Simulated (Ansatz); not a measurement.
## Geometry relaxation of Al$_{3}$Cu$_{2}$ (part 1 of 2)

- system: Al$_{3}$Cu$_{2}$ (5 atoms in the cell)
- method: DFT LDA, scalar-relativistic, plane waves, PAW, no spin polarisation (Ansatz 0.2.0)

The structure derives from a Materials Project entry. Figures and captions count atoms from 1; the log counts them from 0 in places.

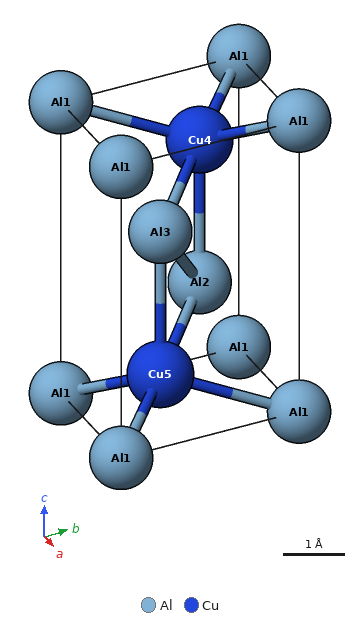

**Figure 1.** The input geometry (ball-and-stick view of the cell of the calculation, seen slightly off an axis; atoms are numbered from 1 in the order of the input).

### The input
```yaml
crystal:
  lattice:
    - [4.0919516368, 0.0, 0.0]
    - [-2.0459758184, 3.5437340685, 0.0]
    - [0.0, 0.0, 4.9927787]
  atoms:
    - { symbol: Al, position: [0.0, 0.0, 0.0] }
    - { symbol: Al, position: [0.33333333, 0.66666667, 0.34992535] }
    - { symbol: Al, position: [0.66666667, 0.33333333, 0.65007465] }
    - { symbol: Cu, position: [0.33333333, 0.66666667, 0.83951213] }
    - { symbol: Cu, position: [0.66666667, 0.33333333, 0.16048787] }
basis:
  ecutwfc: 420
kpoints:
  mp_grid: { grid: [12, 12, 8] }
hamiltonian:
  xc: lda
scf:
  occupations: { method: gaussian, width: 0.1 }
output:
  forces: true
  stress: true
  eigenvalues: true
  write_density: true
  write_potential: true
  elf: true
  volumetric_format: npy
relax:
  adjacent_minimum: "off"
  f_tol: 0.005
  max_steps: 80
  cell: { stress_tol: 0.05 }
```

Run on 2 threads of Oxide Virtual Turin-like (Zen 5), 32 GiB of memory available, shared host.

Run as:
```bash
ansatz run input.yaml --threads 2 --pin off --max-ram 6144MiB --backend cpu --events-out ev --progress --plain --runs-dir out
```

### Log
```
Engine: ansatz 0.2.0, x86_64-unknown-linux-gnu
Pseudopotentials: kind: paw
Pseudopotential: Al, paw, valence charge 3, recommended cutoff 420 eV (normal), Al.paw.azcp
Pseudopotential: Cu, paw, valence charge 19, recommended cutoff 420 eV (normal), Cu.paw.azcp
Functional definition: SPW92
  exchange = slater_x
  correlation = pw_c
Crystal: 5 atoms, lattice volume = 72.399 Å³
Basis set: ecut = 420 eV, 1397 PW (Γ)
Bands: 29, of which v1, the nominal top of the filled ones, is band 24 counted from 1 (23 counted from 0)
Symmetry: 12 space group operations
Space group: P-3m1 (ITA 164), of the structure as read, at distance tolerance 4.2e-5 Å
k-points: 131 of 1152
Non-local potential: Al, projectors of the file, l = 0: 2, l = 1: 2, l = 2: 1
Non-local potential: Cu, projectors of the file, l = 0: 3, l = 1: 2, l = 2: 3, l = 3: 1
PAW form: soft (Blöchl's): semilocal exchange-correlation on the pseudo side does not see the compensation charge
PAW frozen core: Al, regenerated for the run's functional, and the local potential with it (the file was generated under x = pbe(κ = 0.804, μ = 0.2195149727645171), c = pbe(β = 0.06672455060314922))
PAW frozen core: Cu, regenerated for the run's functional, and the local potential with it (the file was generated under x = pbe(κ = 0.804, μ = 0.2195149727645171), c = pbe(β = 0.06672455060314922))
PAW one-centre angular grid: Al, 110 points (default); XC on 64 Gauss nodes
PAW one-centre angular grid: Cu, 590 points (default); XC on 64 Gauss nodes
Initial density: superposition of atomic densities (neutral atoms: chi_scale 0, normalization atom), corrected by the library's trained network
Initial wavefunctions: pseudopotential atomic-orbital guess
Functional: x = slater, c = lda
SCF iter   1: F=—  HF=-14651.017077 eV  |F-HF|=—  |Δ(HF+E_count)|=         —  Δρ=1.05e-2  dr2=3.40e-2  ethr=1.77e-3  ⟨swp⟩=6.2  Hψ=16995  notcnv=0
preconditioner: auto → Kerker (q_TF=auto, 2.539 Å⁻¹)  [metal: Δε(μ)=0.037 eV  Ē_g=7.603 eV  σ=0.100 eV  W_gap=0.20  n_scr=22 (ndim 8)  ℏωp=24.3 eV  f_vac=0.001  D(μ)=1.45/eV (n_scr^D=8)]
SCF iter   2: F=—  HF=-14651.008652 eV  |F-HF|=—  |Δ(HF+E_count)|=   8.43e-3  Δρ=2.50e-3  dr2=4.01e-3  ethr=7.23e-5  ⟨swp⟩=2.0  Hψ=7186  notcnv=0  defer=108
SCF iter   3: F=—  HF=-14651.007963 eV  |F-HF|=—  |Δ(HF+E_count)|=   6.89e-4  Δρ=1.83e-3  dr2=1.42e-3  ethr=8.53e-6  ⟨swp⟩=2.0  Hψ=4675  notcnv=0  defer=108
SCF iter   4: F=—  HF=-14651.007720 eV  |F-HF|=—  |Δ(HF+E_count)|=   2.43e-4  Δρ=3.22e-4  dr2=6.95e-5  ethr=3.02e-6  ⟨swp⟩=1.0  Hψ=3656  notcnv=0  defer=108
SCF iter   5: F=—  HF=-14651.007705 eV  |F-HF|=—  |Δ(HF+E_count)|=   1.51e-5  Δρ=4.92e-5  dr2=3.20e-6  ethr=1.48e-7  ⟨swp⟩=1.0  Hψ=3659  notcnv=0  defer=108
SCF iter   6: F=—  HF=-14651.007705 eV  |F-HF|=—  |Δ(HF+E_count)|=   1.03e-7  Δρ=3.03e-5  dr2=1.01e-6  ethr=6.81e-9  ⟨swp⟩=2.0  Hψ=4853  notcnv=0  defer=108
SCF iter   7: F=-14651.007705 eV  HF=-14651.007705 eV  |F-HF|=8.43e-9  |Δ(HF+E_count)|=   1.62e-7  Δρ=6.53e-6  dr2=2.88e-8  ethr=2.13e-10  ⟨swp⟩=9.6  Hψ=26690  notcnv=0
SCF 1 converged in 7 iterations: F = -14651.007705 eV  dr2 = 2.88e-8
  greatest PAW one-centre occupation: 1.000 electrons in one spin orbital (limit 2), on the Cu atom at site 4 (counted from 0), in its partial waves of l = 0
relax step   1: F+E_penalty+E_count = -14651.00770485 eV  Δ(F+E_penalty+E_count) = +0.000e0 eV  max|allowed force component| = 3.145e-2 eV/Å  Δτ_max = 0.0000 Å  P = -3.394 GPa  Ω = 72.399 Å³  (7 SCF iters, dr2 threshold 1.00e-7 eV, accepted)
Crystal: 5 atoms, lattice volume = 70.972 Å³
Basis set: ecut = 420 eV, 1385 PW (Γ)
Initial density: handed on by an earlier stage of this run
Initial wavefunctions: those handed on with the density
iter 1 solved again at ethr=7.34e-5 eV; its pass at ethr=3.10e-3 eV (dr2=3.45e-2 eV) is discarded
SCF iter   1: F=—  HF=-14651.035552 eV  |F-HF|=—  |Δ(HF+E_count)|=         —  Δρ=8.05e-3  dr2=3.46e-2  ethr=7.34e-5  ⟨swp⟩=1.0  Hψ=18802  notcnv=0
preconditioner: auto → Kerker (q_TF=auto, 2.547 Å⁻¹)  [metal: Δε(μ)=0.015 eV  Ē_g=7.710 eV  σ=0.100 eV  W_gap=0.09  n_scr=22 (ndim 8)  ℏωp=24.5 eV  f_vac=0.000  D(μ)=1.34/eV (n_scr^D=8)]
SCF iter   2: F=—  HF=-14651.030299 eV  |F-HF|=—  |Δ(HF+E_count)|=   5.25e-3  Δρ=1.16e-3  dr2=1.05e-3  ethr=7.34e-5  ⟨swp⟩=2.0  Hψ=5137  notcnv=0
SCF iter   3: F=—  HF=-14651.029510 eV  |F-HF|=—  |Δ(HF+E_count)|=   7.89e-4  Δρ=1.11e-3  dr2=1.05e-3  ethr=2.23e-6  ⟨swp⟩=2.1  Hψ=5747  notcnv=0
SCF iter   4: F=—  HF=-14651.029323 eV  |F-HF|=—  |Δ(HF+E_count)|=   1.87e-4  Δρ=2.65e-4  dr2=2.80e-5  ethr=2.23e-6  ⟨swp⟩=2.1  Hψ=4929  notcnv=0
SCF iter   5: F=—  HF=-14651.029351 eV  |F-HF|=—  |Δ(HF+E_count)|=   2.79e-5  Δρ=3.68e-5  dr2=9.32e-7  ethr=5.96e-8  ⟨swp⟩=2.0  Hψ=6849  notcnv=0
SCF iter   6: F=-14651.029351 eV  HF=-14651.029351 eV  |F-HF|=4.20e-8  |Δ(HF+E_count)|=   7.47e-8  Δρ=1.32e-5  dr2=1.83e-7  ethr=1.06e-9  ⟨swp⟩=9.1  Hψ=26825  notcnv=0
SCF 2 converged in 6 iterations: F = -14651.029351 eV  dr2 = 1.83e-7
relax step   2: F+E_penalty+E_count = -14651.02935105 eV  Δ(F+E_penalty+E_count) = -2.165e-2 eV  max|allowed force component| = 3.147e-2 eV/Å  Δτ_max = 0.0029 Å  P = -1.193 GPa  Ω = 70.972 Å³  energy of the carried Pulay correction = +7.094e-4 eV  (6 SCF iters, dr2 threshold 5.00e-7 eV, accepted)
Crystal: 5 atoms, lattice volume = 70.211 Å³
iter 1 solved again at ethr=2.02e-5 eV; its pass at ethr=3.10e-3 eV (dr2=9.49e-3 eV) is discarded
SCF iter   1: F=—  HF=-14651.034576 eV  |F-HF|=—  |Δ(HF+E_count)|=         —  Δρ=4.38e-3  dr2=1.01e-2  ethr=2.02e-5  ⟨swp⟩=1.0  Hψ=15877  notcnv=0
preconditioner: auto → Kerker (q_TF=auto, 2.552 Å⁻¹)  [metal: Δε(μ)=0.005 eV  Ē_g=7.808 eV  σ=0.100 eV  W_gap=0.03  n_scr=22 (ndim 8)  ℏωp=24.7 eV  f_vac=0.000  D(μ)=1.31/eV (n_scr^D=8)]
SCF iter   2: F=—  HF=-14651.032980 eV  |F-HF|=—  |Δ(HF+E_count)|=   1.60e-3  Δρ=7.38e-4  dr2=3.66e-4  ethr=2.02e-5  ⟨swp⟩=2.0  Hψ=4864  notcnv=0
SCF iter   3: F=—  HF=-14651.032731 eV  |F-HF|=—  |Δ(HF+E_count)|=   2.50e-4  Δρ=6.35e-4  dr2=3.16e-4  ethr=7.79e-7  ⟨swp⟩=2.0  Hψ=5638  notcnv=0
SCF iter   4: F=—  HF=-14651.032674 eV  |F-HF|=—  |Δ(HF+E_count)|=   5.68e-5  Δρ=1.59e-4  dr2=8.93e-6  ethr=6.72e-7  ⟨swp⟩=2.1  Hψ=4945  notcnv=0
iter 5 did not close the SCF: its close was put off for the readings that it lacked (scf_convergence_deferred on its scf_iter line)
SCF iter   5: F=-14651.032683 eV  HF=-14651.032684 eV  |F-HF|=9.15e-8  |Δ(HF+E_count)|=   9.55e-6  Δρ=2.11e-5  dr2=4.20e-7  ethr=1.90e-8  ⟨swp⟩=2.0  Hψ=6844  notcnv=0
SCF iter   6: F=-14651.032684 eV  HF=-14651.032684 eV  |F-HF|=3.41e-8  |Δ(HF+E_count)|=   1.95e-8  Δρ=7.49e-6  dr2=8.23e-8  ethr=8.93e-10  ⟨swp⟩=6.0  Hψ=24096  notcnv=0
SCF 3 converged in 6 iterations: F = -14651.032684 eV  dr2 = 8.23e-8
relax step   3: F+E_penalty+E_count = -14651.03268351 eV  Δ(F+E_penalty+E_count) = -3.332e-3 eV  max|allowed force component| = 1.616e-2 eV/Å  Δτ_max = 0.0041 Å  P = +0.095 GPa  Ω = 70.211 Å³  energy of the carried Pulay correction = +1.093e-3 eV  (6 SCF iters, dr2 threshold 5.00e-7 eV, accepted)
Crystal: 5 atoms, lattice volume = 70.253 Å³
iter 1 solved again at ethr=1.14e-7 eV; its pass at ethr=3.10e-3 eV (dr2=5.34e-5 eV) is discarded
SCF iter   1: F=—  HF=-14651.032731 eV  |F-HF|=—  |Δ(HF+E_count)|=         —  Δρ=3.50e-4  dr2=5.53e-5  ethr=1.14e-7  ⟨swp⟩=2.0  Hψ=15440  notcnv=0
preconditioner: auto → Kerker (q_TF=auto, 2.552 Å⁻¹)  [metal: Δε(μ)=0.009 eV  Ē_g=7.838 eV  σ=0.100 eV  W_gap=0.05  n_scr=22 (ndim 8)  ℏωp=24.7 eV  f_vac=0.000  D(μ)=1.32/eV (n_scr^D=8)]
SCF iter   2: F=—  HF=-14651.032722 eV  |F-HF|=—  |Δ(HF+E_count)|=   8.73e-6  Δρ=1.36e-4  dr2=7.21e-6  ethr=1.14e-7  ⟨swp⟩=2.5  Hψ=5297  notcnv=0
SCF iter   3: F=—  HF=-14651.032713 eV  |F-HF|=—  |Δ(HF+E_count)|=   8.66e-6  Δρ=7.22e-5  dr2=2.87e-6  ethr=1.53e-8  ⟨swp⟩=2.5  Hψ=6779  notcnv=0
SCF iter   4: F=—  HF=-14651.032713 eV  |F-HF|=—  |Δ(HF+E_count)|=   6.07e-7  Δρ=1.33e-5  dr2=8.75e-8  ethr=6.11e-9  ⟨swp⟩=2.4  Hψ=6188  notcnv=0
iter 5 did not close the SCF: its close was put off for the readings that it lacked (scf_convergence_deferred on its scf_iter line)
SCF iter   5: F=-14651.032713 eV  HF=-14651.032713 eV  |F-HF|=2.53e-10  |Δ(HF+E_count)|=   2.54e-8  Δρ=2.01e-6  dr2=3.21e-9  ethr=1.86e-10  ⟨swp⟩=2.1  Hψ=5752  notcnv=0
SCF iter   6: F=-14651.032713 eV  HF=-14651.032713 eV  |F-HF|=8.79e-10  |Δ(HF+E_count)|=   1.59e-9  Δρ=8.72e-7  dr2=1.23e-9  ethr=6.83e-12  ⟨swp⟩=5.1  Hψ=20746  notcnv=0
SCF 4 converged in 6 iterations: F = -14651.032713 eV  dr2 = 1.23e-9
relax step   4: F+E_penalty+E_count = -14651.03271269 eV  Δ(F+E_penalty+E_count) = -2.918e-5 eV  max|allowed force component| = 8.343e-3 eV/Å  Δτ_max = 0.0013 Å  P = +0.017 GPa  Ω = 70.253 Å³  energy of the carried Pulay correction = +1.072e-3 eV  (6 SCF iters, dr2 threshold 2.56e-8 eV, accepted)
Crystal: 5 atoms, lattice volume = 70.261 Å³
iter 1 solved again at ethr=6.35e-8 eV; its pass at ethr=3.10e-3 eV (dr2=2.99e-5 eV) is discarded
SCF iter   1: F=—  HF=-14651.032738 eV  |F-HF|=—  |Δ(HF+E_count)|=         —  Δρ=2.91e-4  dr2=3.06e-5  ethr=6.35e-8  ⟨swp⟩=2.3  Hψ=16199  notcnv=0
preconditioner: auto → Kerker (q_TF=auto, 2.551 Å⁻¹)  [metal: Δε(μ)=0.005 eV  Ē_g=7.836 eV  σ=0.100 eV  W_gap=0.03  n_scr=22 (ndim 8)  ℏωp=24.7 eV  f_vac=0.000  D(μ)=1.32/eV (n_scr^D=8)]
SCF iter   2: F=—  HF=-14651.032732 eV  |F-HF|=—  |Δ(HF+E_count)|=   6.38e-6  Δρ=1.55e-4  dr2=8.86e-6  ethr=6.35e-8  ⟨swp⟩=1.1  Hψ=4118  notcnv=0
SCF iter   3: F=—  HF=-14651.032722 eV  |F-HF|=—  |Δ(HF+E_count)|=   9.40e-6  Δρ=5.67e-5  dr2=1.45e-6  ethr=1.88e-8  ⟨swp⟩=2.0  Hψ=6530  notcnv=0
SCF iter   4: F=—  HF=-14651.032722 eV  |F-HF|=—  |Δ(HF+E_count)|=   3.30e-7  Δρ=1.01e-5  dr2=6.41e-8  ethr=3.08e-9  ⟨swp⟩=2.1  Hψ=5711  notcnv=0
iter 5 did not close the SCF: its close was put off for the readings that it lacked (scf_convergence_deferred on its scf_iter line)
SCF iter   5: F=-14651.032722 eV  HF=-14651.032722 eV  |F-HF|=1.87e-9  |Δ(HF+E_count)|=   6.53e-9  Δρ=1.79e-6  dr2=3.12e-9  ethr=1.36e-10  ⟨swp⟩=2.2  Hψ=5784  notcnv=0
SCF iter   6: F=-14651.032722 eV  HF=-14651.032722 eV  |F-HF|=1.66e-10  |Δ(HF+E_count)|=  8.44e-10  Δρ=4.40e-7  dr2=2.56e-10  ethr=6.64e-12  ⟨swp⟩=5.0  Hψ=20157  notcnv=0
SCF 5 converged in 6 iterations: F = -14651.032722 eV  dr2 = 2.56e-10
relax step   5: F+E_penalty+E_count = -14651.03272211 eV  Δ(F+E_penalty+E_count) = -9.421e-6 eV  max|allowed force component| = 6.159e-4 eV/Å  Δτ_max = 0.0016 Å  P = -0.002 GPa  Ω = 70.261 Å³  energy of the carried Pulay correction = +1.068e-3 eV  (6 SCF iters, dr2 threshold 4.35e-9 eV, accepted)
Initial wavefunctions: pseudopotential atomic-orbital guess (no wavefunctions were taken with the density)
iter 1 solved again at ethr=1.13e-7 eV; its pass at ethr=3.10e-3 eV (dr2=5.32e-5 eV) is discarded
SCF iter   1: F=—  HF=-14651.031788 eV  |F-HF|=—  |Δ(HF+E_count)|=         —  Δρ=5.01e-5  dr2=2.52e-7  ethr=1.13e-7  ⟨swp⟩=3.0  Hψ=26644  notcnv=0
preconditioner: auto → Kerker (q_TF=auto, 2.551 Å⁻¹)  [metal: Δε(μ)=0.005 eV  Ē_g=7.835 eV  σ=0.100 eV  W_gap=0.03  n_scr=22 (ndim 8)  ℏωp=24.7 eV  f_vac=0.000  D(μ)=1.32/eV (n_scr^D=8)]
SCF iter   2: F=—  HF=-14651.031787 eV  |F-HF|=—  |Δ(HF+E_count)|=   1.21e-6  Δρ=3.06e-5  dr2=1.34e-7  ethr=5.36e-10  ⟨swp⟩=1.8  Hψ=4552  notcnv=0
SCF iter   3: F=—  HF=-14651.031787 eV  |F-HF|=—  |Δ(HF+E_count)|=   1.70e-8  Δρ=8.92e-6  dr2=3.11e-8  ethr=2.84e-10  ⟨swp⟩=2.2  Hψ=5218  notcnv=0
SCF iter   4: F=—  HF=-14651.031787 eV  |F-HF|=—  |Δ(HF+E_count)|=   8.72e-9  Δρ=5.59e-7  dr2=1.18e-10  ethr=6.63e-11  ⟨swp⟩=2.0  Hψ=5446  notcnv=0
SCF iter   5: F=—  HF=-14651.031787 eV  |F-HF|=—  |Δ(HF+E_count)|=   1.01e-9  Δρ=5.21e-7  dr2=1.08e-10  ethr=1.00e-12  ⟨swp⟩=2.0  Hψ=6864  notcnv=0
SCF iter   6: F=-14651.031787 eV  HF=-14651.031787 eV  |F-HF|=3.64e-12  |Δ(HF+E_count)|=  3.64e-12  Δρ=6.78e-8  dr2=2.83e-12  ethr=1.00e-12  ⟨swp⟩=4.1  Hψ=16116  notcnv=0
SCF 6 converged in 6 iterations: F = -14651.031787 eV  dr2 = 2.83e-12
relax step   6: F+E_penalty+E_count = -14651.03178724 eV  Δ(F+E_penalty+E_count) = +9.349e-4 eV  max|allowed force component| = 6.163e-4 eV/Å  Δτ_max = 0.0000 Å  P = -0.021 GPa  Ω = 70.261 Å³  stress off target by 2.14e-2 GPa  SCF on the basis re-selected at this cell (its energy is not comparable with the rows above)  (6 SCF iters)
```

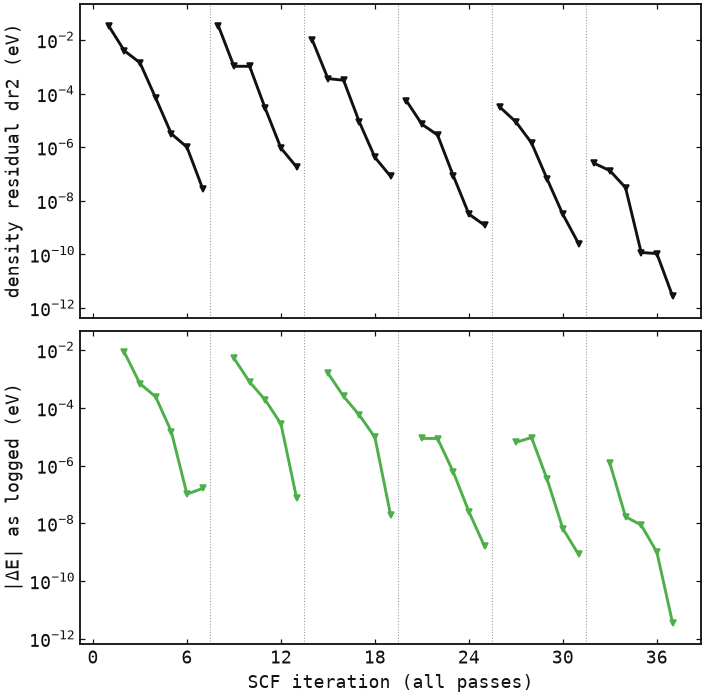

**Figure 2.** Convergence of the self-consistent field: density residual dr2 and size of the energy change against the SCF iteration. The dotted lines part the SCF passes of the relaxation: geometry steps, rejected trials and re-solves on a re-selected basis. The 6 passes take 6 to 7 iterations each, 37 in all.

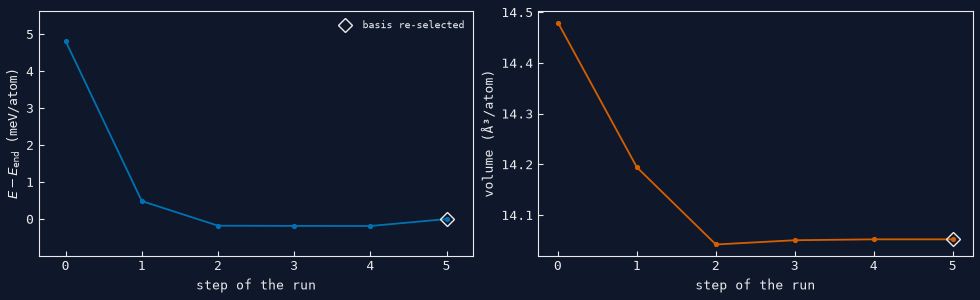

**Figure 3.** Progress of the relaxation, step by step (the first geometry is step 0 here and step 1 in the log).
